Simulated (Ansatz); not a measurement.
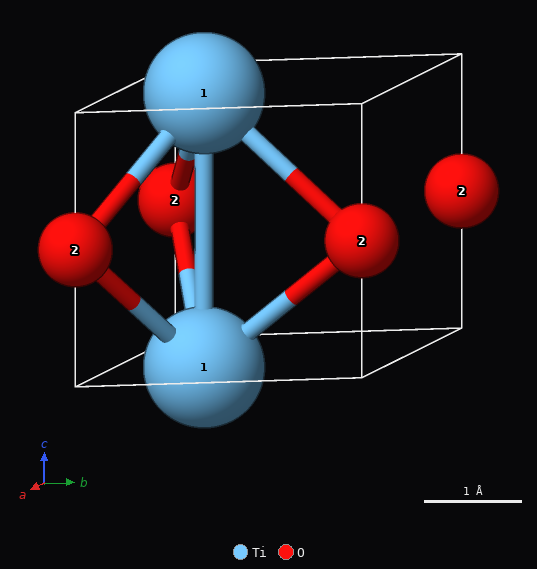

Figure 1. The structure as given in the input (ball-and-stick view of the cell of the calculation, seen slightly off an axis; atoms are numbered from 1 in the order of the input). An atom can appear more than once, as a periodic image.

# Run report: TiO, geometry relaxation (part 1 of 2)

System: TiO (P-6m2, 2 atoms in the cell).
Method: DFT r2SCAN+U, scalar-relativistic, plane waves, PAW, Ueff = 4 eV on Ti d, spin-polarised (Ansatz 0.2.0).

The structure derives from an entry of the Crystallography Open Database. Figures and captions count atoms from 1; the log counts them from 0 in places.

**The program's output**
```
Ti: projections on atomic orbitals take those of the free atom [Ne] 3s2 3p6 3d2 4s2, of charge +0.00 (hamiltonian.pseudopotentials.projection_atoms); the dataset's partial waves leave at most 4.1e-7 of an orbital's norm unspanned inside its sphere
O: projections on atomic orbitals take those of the free atom [He] 2s2 2p4, of charge +0.00 (hamiltonian.pseudopotentials.projection_atoms); the dataset's partial waves leave at most 1.9e-8 of an orbital's norm unspanned inside its sphere
Engine: ansatz 0.2.0, x86_64-unknown-linux-gnu
Pseudopotentials: kind: paw
Pseudopotential: Ti, paw, valence charge 12, recommended cutoff 500 eV (meta_gga), Ti.paw.azcp
Pseudopotential: O, paw, valence charge 6, recommended cutoff 500 eV (meta_gga), O.paw.azcp
Functional definition: r2SCAN
  parameter k0 = 0.174
  parameter k1 = 0.065
  parameter a1 = 4.9479
  exchange = r2scan_x(k0 = k0, k1 = k1, a1 = a1)
  correlation = r2scan_c
Crystal: 2 atoms, lattice volume = 22.766 Å³
Basis set: ecut = 500 eV, 599 PW (Γ), exchange–correlation on 96×96×96 points (64 copies of the dense FFT grid, shifted against one another)
Bands: 14, of which v1, the nominal top of the filled ones, is band 9 counted from 1 (8 counted from 0)
Symmetry: 12 space group operations
Space group: P-6m2 (ITA 187), of the structure as read, at distance tolerance 2.8e-5 Å
Magnetic group: BNS 187.209 (UNI 1439), of the structure as read, at distance tolerance 2.8e-5 Å
k-points: 296 of 4536 (time reversal used)
Non-local potential: Ti, projectors of the file, l = 0: 3, l = 1: 2, l = 2: 3, l = 3: 1
Non-local potential: O, projectors of the file, l = 0: 2, l = 1: 2, l = 2: 1
PAW form: soft (Blöchl's): semilocal exchange-correlation on the pseudo side does not see the compensation charge
PAW frozen core: Ti, regenerated for the run's functional (the file was generated under x = pbe(κ = 0.804, μ = 0.2195149727645171), c = pbe(β = 0.06672455060314922))
PAW frozen core: O, regenerated for the run's functional (the file was generated under x = pbe(κ = 0.804, μ = 0.2195149727645171), c = pbe(β = 0.06672455060314922))
PAW one-centre angular grid: Ti, 590 points (default); XC on 160 Gauss nodes
PAW one-centre angular grid: O, 302 points (default); XC on 160 Gauss nodes
Initial density: superposition of atomic densities (chi_scale 0.1, normalization cell, long waves kept (reshape's long-wave potential 0.00 eV rms))
Starting moments: Σ|m| = 1.54 μB on 1 of 2 sites
Initial wavefunctions: pseudopotential atomic-orbital guess
Functional: x = r2scan, c = r2scan; τ floored in thin density (d = 2e-4 eV/Å³)
SCF iter   1: F=—  HF=-3071.002494 eV  |F-HF|=—  |Δ(HF+E_count)|=         —  Δρ=5.90e-2 (↑5.90e-2 ↓3.13e-2)  dr2=1.37e0  dr2_τ=1.28e-2  dr2_m=8.21e-2  M=1.654 μB ∫|m|=1.860 μB  β_m=1.00  ethr=3.10e-3  ⟨swp⟩=4.8  Hψ=38363  notcnv=0
preconditioner: auto → none  [metal: Δε(μ)=0.003 eV  Ē_g=10.831 eV  σ=0.100 eV  W_gap=0.02  n_scr=8 (ndim 8)  ℏωp=24.6 eV  f_vac=0.000  D(μ)=2.62/eV (n_scr^D=28)  sad-step TF]
SCF iter   2: F=—  HF=-3071.351023 eV  |F-HF|=—  |Δ(HF+E_count)|=   3.49e-1  Δρ=3.43e-2 (↑3.43e-2 ↓1.78e-2)  dr2=3.42e-1  dr2_τ=8.35e-3  dr2_m=4.19e-2  M=1.902 μB ∫|m|=2.044 μB  β_m=1.00  ethr=3.10e-3  ⟨swp⟩=2.4  Hψ=17422  notcnv=0  defer=303  κ⁻¹=1.0e0(r=1)
SCF iter   3: F=—  HF=-3071.652447 eV  |F-HF|=—  |Δ(HF+E_count)|=   3.01e-1  Δρ=1.88e-2 (↑1.88e-2 ↓1.02e-2)  dr2=7.90e-2  dr2_τ=2.09e-3  dr2_m=1.04e-2  M=1.987 μB ∫|m|=2.073 μB  β_m=1.00  ethr=1.90e-3  ⟨swp⟩=2.4  Hψ=13476  notcnv=0  defer=303  κ⁻¹=6.9e-2(r=2)
SCF iter   4: F=—  HF=-3071.872533 eV  |F-HF|=—  |Δ(HF+E_count)|=   2.20e-1  Δρ=9.97e-3 (↑9.97e-3 ↓4.79e-3)  dr2=1.19e-2  dr2_τ=4.65e-4  dr2_m=3.29e-3  M=1.999 μB ∫|m|=2.057 μB  β_m=0.30  ethr=4.39e-4  ⟨swp⟩=2.1  Hψ=15485  notcnv=0  defer=307  κ⁻¹=1.5e-3(r=3)
SCF iter   5: F=—  HF=-3071.995711 eV  |F-HF|=—  |Δ(HF+E_count)|=   1.23e-1  Δρ=6.14e-3 (↑6.14e-3 ↓3.58e-3)  dr2=2.50e-3  dr2_τ=1.62e-4  dr2_m=4.06e-3  M=2.000 μB ∫|m|=2.049 μB  β_m=1.00  ethr=6.63e-5  ⟨swp⟩=2.0  Hψ=15054  notcnv=0  defer=315  κ⁻¹=1.2e-4(r=4)
SCF iter   6: F=—  HF=-3072.067434 eV  |F-HF|=—  |Δ(HF+E_count)|=   7.17e-2  Δρ=5.47e-3 (↑5.47e-3 ↓4.41e-4)  dr2=3.02e-3  dr2_τ=1.24e-4  dr2_m=1.48e-3  M=2.000 μB ∫|m|=2.035 μB  β_m=1.00  ethr=1.39e-5  ⟨swp⟩=2.0  Hψ=16796  notcnv=0  defer=315  κ⁻¹=1.2e-4(r=5)
SCF iter   7: F=—  HF=-3072.121815 eV  |F-HF|=—  |Δ(HF+E_count)|=   5.44e-2  Δρ=9.58e-3 (↑9.58e-3 ↓2.97e-3)  dr2=1.45e-2  dr2_τ=2.75e-4  dr2_m=2.35e-3  M=2.000 μB ∫|m|=2.029 μB  β_m=1.00  ethr=1.39e-5  ⟨swp⟩=2.5  Hψ=12217  notcnv=0  defer=315  κ⁻¹=6.8e-6(r=6)
SCF iter   8: F=—  HF=-3072.161978 eV  |F-HF|=—  |Δ(HF+E_count)|=   4.02e-2  Δρ=9.13e-3 (↑9.13e-3 ↓3.27e-3)  dr2=1.49e-2  dr2_τ=2.36e-4  dr2_m=1.84e-3  M=2.000 μB ∫|m|=2.025 μB  β_m=1.00  ethr=1.39e-5  ⟨swp⟩=2.2  Hψ=14393  notcnv=0  defer=315  κ⁻¹=6.4e-6(r=7)
SCF iter   9: F=—  HF=-3072.196565 eV  |F-HF|=—  |Δ(HF+E_count)|=   3.46e-2  Δρ=1.10e-2 (↑1.10e-2 ↓4.64e-3)  dr2=2.39e-2  dr2_τ=3.56e-4  dr2_m=2.18e-3  M=2.000 μB ∫|m|=2.023 μB  β_m=1.00  ethr=1.39e-5  ⟨swp⟩=1.8  Hψ=9854  notcnv=0  defer=310  κ⁻¹=1.9e-6(r=8)
SCF iter  10: F=—  HF=-3072.225801 eV  |F-HF|=—  |Δ(HF+E_count)|=   2.92e-2  Δρ=1.26e-2 (↑1.26e-2 ↓6.07e-3)  dr2=3.43e-2  dr2_τ=4.93e-4  dr2_m=2.36e-3  M=2.000 μB ∫|m|=2.021 μB  β_m=1.00  ethr=1.39e-5  ⟨swp⟩=1.8  Hψ=9172  notcnv=0  defer=309  κ⁻¹=1.9e-7(r=8)
SCF iter  11: F=—  HF=-3072.248329 eV  |F-HF|=—  |Δ(HF+E_count)|=   2.25e-2  Δρ=1.30e-2 (↑1.30e-2 ↓7.26e-3)  dr2=4.04e-2  dr2_τ=5.75e-4  dr2_m=1.96e-3  M=2.000 μB ∫|m|=2.018 μB  β_m=1.00  ethr=1.39e-5  ⟨swp⟩=1.3  Hψ=8915  notcnv=0  defer=309  κ⁻¹=3.7e-7(r=8)
SCF iter  12: F=—  HF=-3072.259034 eV  |F-HF|=—  |Δ(HF+E_count)|=   1.07e-2  Δρ=1.14e-2 (↑1.14e-2 ↓7.03e-3)  dr2=3.34e-2  dr2_τ=4.76e-4  dr2_m=1.23e-3  M=2.000 μB ∫|m|=2.015 μB  β_m=1.00  ethr=1.39e-5  ⟨swp⟩=1.9  Hψ=10807  notcnv=0  defer=309  κ⁻¹=1.2e-6(r=8)
SCF iter  13: F=—  HF=-3072.267944 eV  |F-HF|=—  |Δ(HF+E_count)|=   8.91e-3  Δρ=1.17e-2 (↑1.17e-2 ↓7.47e-3)  dr2=3.63e-2  dr2_τ=5.22e-4  dr2_m=1.17e-3  M=2.000 μB ∫|m|=2.013 μB  β_m=1.00  ethr=1.39e-5  ⟨swp⟩=1.1  Hψ=8589  notcnv=0  defer=309  κ⁻¹=2.6e-6(r=8)
SCF iter  14: F=—  HF=-3072.269623 eV  |F-HF|=—  |Δ(HF+E_count)|=   1.68e-3  Δρ=1.08e-2 (↑1.08e-2 ↓6.95e-3)  dr2=3.18e-2  dr2_τ=4.52e-4  dr2_m=9.84e-4  M=2.000 μB ∫|m|=2.012 μB  β_m=1.00  ethr=1.39e-5  ⟨swp⟩=1.0  Hψ=8283  notcnv=0  defer=309  κ⁻¹=1.4e-6(r=8)
SCF iter  15: F=—  HF=-3072.269531 eV  |F-HF|=—  |Δ(HF+E_count)|=   9.15e-5  Δρ=9.83e-3 (↑9.83e-3 ↓6.39e-3)  dr2=2.71e-2  dr2_τ=3.79e-4  dr2_m=8.10e-4  M=2.000 μB ∫|m|=2.011 μB  β_m=1.00  ethr=1.39e-5  ⟨swp⟩=1.0  Hψ=8121  notcnv=0  defer=309  κ⁻¹=9.0e-7(r=8)
SCF iter  16: F=—  HF=-3072.264596 eV  |F-HF|=—  |Δ(HF+E_count)|=   4.94e-3  Δρ=6.86e-3 (↑6.86e-3 ↓4.48e-3)  dr2=1.31e-2  dr2_τ=1.78e-4  dr2_m=4.06e-4  M=2.000 μB ∫|m|=2.010 μB  β_m=1.00  ethr=1.39e-5  ⟨swp⟩=2.2  Hψ=12968  notcnv=0  defer=309
Mixer restart at iter 16: flushing history
spin-set hold released at iteration 16 (site moments' squared step at or under half its running peak, from the soft ceiling on): the magnetisation degrees of freedom join the quasi-Newton model from the next iteration; the mixer history was flushed
SCF iter  17: F=—  HF=-3072.261244 eV  |F-HF|=—  |Δ(HF+E_count)|=   3.35e-3  Δρ=3.74e-3 (↑3.74e-3 ↓3.54e-3)  dr2=4.91e-3  dr2_τ=6.73e-5  dr2_m=3.25e-5  M=2.000 μB ∫|m|=2.008 μB  β_m=1.00  ethr=1.39e-5  ⟨swp⟩=2.1  Hψ=13579  notcnv=0  defer=310  κ⁻¹=1.0e0(r=1)
SCF iter  18: F=—  HF=-3072.259863 eV  |F-HF|=—  |Δ(HF+E_count)|=   1.38e-3  Δρ=1.45e-3 (↑1.21e-3 ↓1.45e-3)  dr2=5.38e-4  dr2_τ=1.61e-5  dr2_m=7.45e-6  M=2.000 μB ∫|m|=2.008 μB  β_m=1.00  ethr=1.39e-5  ⟨swp⟩=2.3  Hψ=13119  notcnv=0  defer=310  κ⁻¹=2.0e-1(r=2)
Mixer restart at iter 18: flushing history
SCF iter  19: F=—  HF=-3071.238710 eV  |F-HF|=—  |Δ(HF+E_count)|=         —  Δρ=1.64e-3 (↑1.64e-3 ↓4.34e-4)  dr2=5.73e-4  dr2_τ=1.36e-5  dr2_m=1.11e-4  M=2.000 μB ∫|m|=2.011 μB  β_m=1.00  ethr=2.99e-6  ⟨swp⟩=2.9  Hψ=14533  notcnv=0  defer=309
Mixer restart at iter 19: flushing history
SCF iter  20: F=—  HF=-3072.260286 eV  |F-HF|=—  |Δ(HF+E_count)|=    1.02e0  Δρ=2.23e-3 (↑2.23e-3 ↓1.22e-3)  dr2=2.15e-3  dr2_τ=4.74e-5  dr2_m=7.84e-5  M=2.000 μB ∫|m|=2.008 μB  β_m=1.00  ethr=2.78e-4  ⟨swp⟩=1.0  Hψ=10669  notcnv=0  defer=314
SCF iter  21: F=—  HF=-3072.259915 eV  |F-HF|=—  |Δ(HF+E_count)|=   3.71e-4  Δρ=6.59e-4 (↑6.59e-4 ↓3.99e-4)  dr2=2.41e-4  dr2_τ=1.37e-5  dr2_m=4.61e-6  M=2.000 μB ∫|m|=2.008 μB  β_m=1.00  ethr=1.19e-5  ⟨swp⟩=1.6  Hψ=11724  notcnv=0  defer=314  κ⁻¹=1.0e0(r=1)
SCF iter  22: F=—  HF=-3072.259919 eV  |F-HF|=—  |Δ(HF+E_count)|=   4.31e-6  Δρ=3.29e-4 (↑3.29e-4 ↓3.13e-4)  dr2=8.67e-5  dr2_τ=5.64e-7  dr2_m=6.73e-7  M=2.000 μB ∫|m|=2.007 μB  β_m=1.00  ethr=1.34e-6  ⟨swp⟩=1.0  Hψ=8177  notcnv=0  defer=314  κ⁻¹=3.7e-2(r=2)
SCF iter  23: F=—  HF=-3072.259944 eV  |F-HF|=—  |Δ(HF+E_count)|=   2.55e-5  Δρ=8.87e-5 (↑7.72e-5 ↓8.87e-5)  dr2=3.90e-6  dr2_τ=8.74e-8  dr2_m=1.57e-7  M=2.000 μB ∫|m|=2.007 μB  β_m=1.00  ethr=4.82e-7  ⟨swp⟩=2.5  Hψ=12676  notcnv=0  defer=314  κ⁻¹=5.3e-3(r=3)
SCF iter  24: F=—  HF=-3072.259954 eV  |F-HF|=—  |Δ(HF+E_count)|=         —  Δρ=4.45e-5 (↑3.79e-5 ↓4.45e-5)  dr2=5.68e-7  dr2_τ=2.73e-8  dr2_m=4.89e-8  M=2.000 μB ∫|m|=2.007 μB  β_m=1.00  ethr=2.17e-8  ⟨swp⟩=2.2  Hψ=12414  notcnv=0  defer=314
Mixer restart at iter 24: flushing history
SCF iter  25: F=—  HF=-3071.421916 eV  |F-HF|=—  |Δ(HF+E_count)|=         —  Δρ=2.28e-2 (↑2.28e-2 ↓2.66e-5)  dr2=5.04e-2  dr2_τ=2.18e-3  dr2_m=2.71e-2  M=2.000 μB ∫|m|=2.055 μB  ethr=2.78e-4  ⟨swp⟩=1.5  Hψ=9116  notcnv=0  defer=313
Mixer restart at iter 25: flushing history
SCF iter  26: F=—  HF=-3072.259951 eV  |F-HF|=—  |Δ(HF+E_count)|=         —  Δρ=4.45e-5 (↑3.61e-5 ↓4.45e-5)  dr2=6.07e-7  dr2_τ=2.71e-8  dr2_m=3.03e-8  M=2.000 μB ∫|m|=2.007 μB  β_m=1.00  ethr=3.16e-9  ⟨swp⟩=3.6  Hψ=30704  notcnv=0  defer=6
SCF iter  27: F=—  HF=-3072.259952 eV  |F-HF|=—  |Δ(HF+E_count)|=   1.08e-6  Δρ=2.35e-5 (↑2.12e-5 ↓2.35e-5)  dr2=1.54e-7  dr2_τ=7.81e-9  dr2_m=5.84e-9  M=2.000 μB ∫|m|=2.007 μB  β_m=1.00  ethr=3.16e-9  ⟨swp⟩=2.1  Hψ=15895  notcnv=0  defer=6  κ⁻¹=1.0e0(r=1)
SCF iter  28: F=—  HF=-3072.259954 eV  |F-HF|=—  |Δ(HF+E_count)|=   1.15e-6  Δρ=9.67e-6 (↑9.67e-6 ↓9.21e-6)  dr2=4.24e-8  dr2_τ=1.22e-9  dr2_m=2.01e-9  M=2.000 μB ∫|m|=2.007 μB  β_m=1.00  ethr=5.56e-10  ⟨swp⟩=3.8  Hψ=32095  notcnv=0  κ⁻¹=3.3e-2(r=2)
SCF iter  29: F=-3072.259954 eV  HF=-3072.259954 eV  |F-HF|=2.07e-9  |Δ(HF+E_count)|=   2.30e-7  Δρ=1.63e-6 (↑1.20e-6 ↓1.63e-6)  dr2=7.16e-10  dr2_τ=2.04e-11  dr2_m=7.14e-11  M=2.000 μB ∫|m|=2.007 μB  ethr=2.35e-10  ⟨swp⟩=4.4  Hψ=29018  notcnv=0
SCF 1 converged in 29 iterations: F = -3072.259954 eV  dr2 = 7.16e-10
  greatest PAW one-centre occupation: 1.004 electrons in one spin orbital (limit 2), on the Ti atom at site 0 (counted from 0), in its partial waves of l = 1
relax step   1: F+E_penalty+E_count = -3072.25995383 eV  Δ(F+E_penalty+E_count) = +0.000e0 eV  max|allowed force component| = 2.024e-17 eV/Å  Δτ_max = 0.0000 Å  P = -0.005 GPa  Ω = 22.766 Å³  (29 SCF iters, dr2 threshold 1.00e-7 eV, accepted)
Crystal: 2 atoms, lattice volume = 22.759 Å³
Initial density: handed on by an earlier stage of this run
Starting moments: Σ|m| = 1.54 μB on 1 of 2 sites; this step starts from the density that it was given
Initial wavefunctions: those handed on with the density
iter 1 solved again at ethr=5.67e-9 eV; its pass at ethr=3.10e-3 eV (dr2=1.02e-6 eV) is discarded
SCF iter   1: F=—  HF=-3072.259939 eV  |F-HF|=—  |Δ(HF+E_count)|=         —  Δρ=1.54e-4 (↑1.54e-4 ↓5.92e-5)  dr2=1.44e-6  dr2_τ=3.87e-6  dr2_m=1.66e-6  M=2.000 μB ∫|m|=2.007 μB  β_m=1.00  ethr=5.67e-9  ⟨swp⟩=2.8  Hψ=48205  notcnv=0
preconditioner: auto → none  [metal: Δε(μ)=0.016 eV  Ē_g=12.297 eV  σ=0.100 eV  W_gap=0.09  n_scr=8 (ndim 8)  ℏωp=24.6 eV  f_vac=0.000  D(μ)=0.44/eV (n_scr^D=0)]
SCF iter   2: F=—  HF=-3072.259956 eV  |F-HF|=—  |Δ(HF+E_count)|=   1.65e-5  Δρ=6.26e-5 (↑6.26e-5 ↓4.67e-5)  dr2=6.96e-7  dr2_τ=4.20e-8  dr2_m=1.96e-8  M=2.000 μB ∫|m|=2.007 μB  β_m=1.00  ethr=5.67e-9  ⟨swp⟩=2.0  Hψ=13641  notcnv=0  κ⁻¹=1.0e0(r=1)
SCF iter   3: F=—  HF=-3072.259956 eV  |F-HF|=—  |Δ(HF+E_count)|=   5.50e-7  Δρ=3.66e-5 (↑3.64e-5 ↓3.66e-5)  dr2=2.98e-7  dr2_τ=1.98e-8  dr2_m=3.25e-10  M=2.000 μB ∫|m|=2.007 μB  β_m=1.00  ethr=3.87e-9  ⟨swp⟩=1.5  Hψ=10848  notcnv=0  κ⁻¹=2.0e-2(r=2)
SCF iter   4: F=-3072.259957 eV  HF=-3072.259957 eV  |F-HF|=2.57e-8  |Δ(HF+E_count)|=   5.03e-7  Δρ=8.03e-6 (↑5.92e-6 ↓8.03e-6)  dr2=9.20e-9  dr2_τ=8.04e-10  dr2_m=5.03e-10  M=2.000 μB ∫|m|=2.007 μB  ethr=2.55e-10  ⟨swp⟩=2.2  Hψ=29940  notcnv=0
SCF 2 converged in 4 iterations: F = -3072.259957 eV  dr2 = 9.20e-9
relax step   2: F+E_penalty+E_count = -3072.25995700 eV  Δ(F+E_penalty+E_count) = -3.168e-6 eV  max|allowed force component| = 2.891e-18 eV/Å  Δτ_max = 0.0000 Å  P = +0.003 GPa  Ω = 22.759 Å³  energy of the carried Pulay correction = +5.861e-6 eV  (4 SCF iters, dr2 threshold 4.59e-8 eV, rejected (line search))
Crystal: 2 atoms, lattice volume = 22.762 Å³
iter 1 solved again at ethr=1.37e-9 eV; its pass at ethr=3.10e-3 eV (dr2=2.47e-7 eV) is discarded
```
